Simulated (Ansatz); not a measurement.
TaSi₂ (slab)

Input

```
crystal:
  lattice:
    - [4.8056401717, 0.0, 0.0]
    - [-2.4028200859, 4.1618064701, 0.0]
    - [0.0, 0.0, 23.7962253692]
  atoms:
    - { symbol: Ta, position: [0.5, 0.0, 0.3151760367] }
    - { symbol: Si, position: [0.8410854454, 0.6821708908, 0.3151760367] }
    - { symbol: Si, position: [0.1589145546, 0.3178291092, 0.3151760367] }
    - { symbol: Ta, position: [0.0, 0.5, 0.4075880183] }
    - { symbol: Si, position: [0.6821708908, 0.8410854454, 0.4075880183] }
    - { symbol: Si, position: [0.3178291092, 0.1589145546, 0.4075880183] }
    - { symbol: Ta, position: [0.5, 0.5, 0.5] }
    - { symbol: Si, position: [0.1589145546, 0.8410854454, 0.5] }
    - { symbol: Si, position: [0.8410854454, 0.1589145546, 0.5] }
    - { symbol: Ta, position: [0.5, 0.0, 0.5924119817] }
    - { symbol: Si, position: [0.8410854454, 0.6821708908, 0.5924119817] }
    - { symbol: Si, position: [0.1589145546, 0.3178291092, 0.5924119817] }
    - { symbol: Ta, position: [0.0, 0.5, 0.6848239633] }
    - { symbol: Si, position: [0.6821708908, 0.8410854454, 0.6848239633] }
    - { symbol: Si, position: [0.3178291092, 0.1589145546, 0.6848239633] }
basis:
  ecutwfc: 420
kpoints:
  mp_grid: { grid: [9, 9, 1] }
hamiltonian:
  xc: pbe
scf:
  occupations: { method: gaussian, width: 0.1 }
output:
  forces: true
  stress: true
  eigenvalues: true
  write_density: true
  write_potential: true
  elf: true
  volumetric_format: npy
efield:
  axis: 3
  dipole_correction: true
  ramp_width: 0.04
```

Run with:

```sh
ansatz run input.yaml --threads 2 --pin off --max-ram 5120MiB --backend cpu --events-out ev --progress --plain --runs-dir out
```

Not relaxed (largest force 1.2 eV/Å); computed without spin polarisation.

All numbers below come from Ansatz 0.2.0, DFT PBE, scalar-relativistic, plane waves, PAW.

### Predict the valence pseudo-density and electron localisation function between the atoms.

Si–Si (2.57 Å): ρ at the midpoint is about 0.37 e/Å³; the ELF peaks at about 0.75 between the atoms.
Ta–Si (2.62 Å): ρ is about 0.39 e/Å³ halfway; the ELF peaks at about 0.75 in the valence shell of Si, 0.9 Å from its nucleus, and is about 0.40 at the midpoint.
Ta–Si (2.74 Å): ρ at the midpoint is about 0.33 e/Å³; the ELF peaks at about 0.75 in the valence shell of Si, 0.9 Å from its nucleus, and is about 0.40 at the midpoint.

### Metal or insulator at this level of theory?

It is metallic or semimetallic at this level of theory: no gap opens.

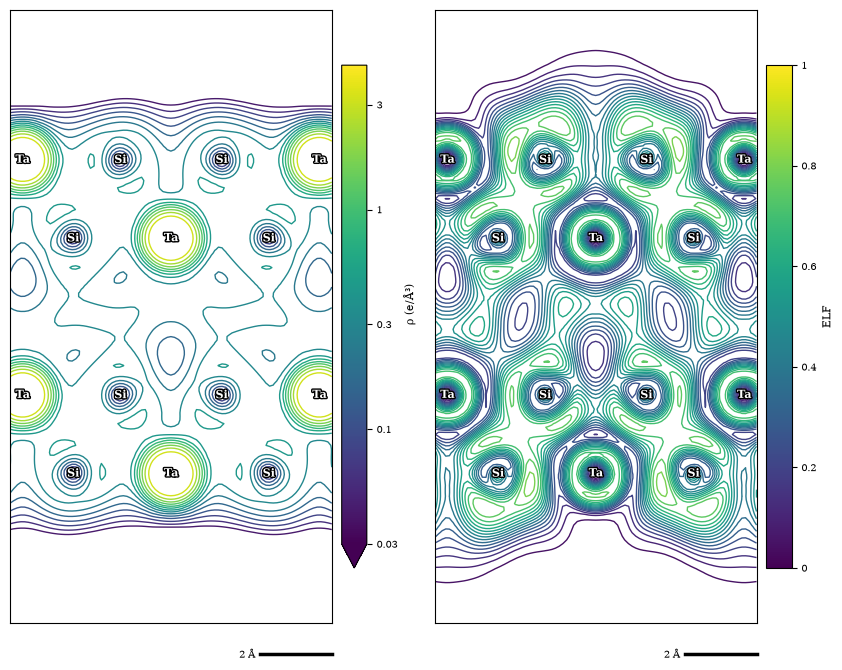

Computed valence pseudo-density and electron localisation function on the (110) plane of the calculation cell, a cut from vacuum to vacuum, in this order. 

In a PAW calculation such maps are meaningful between the atoms, not at the nuclei.
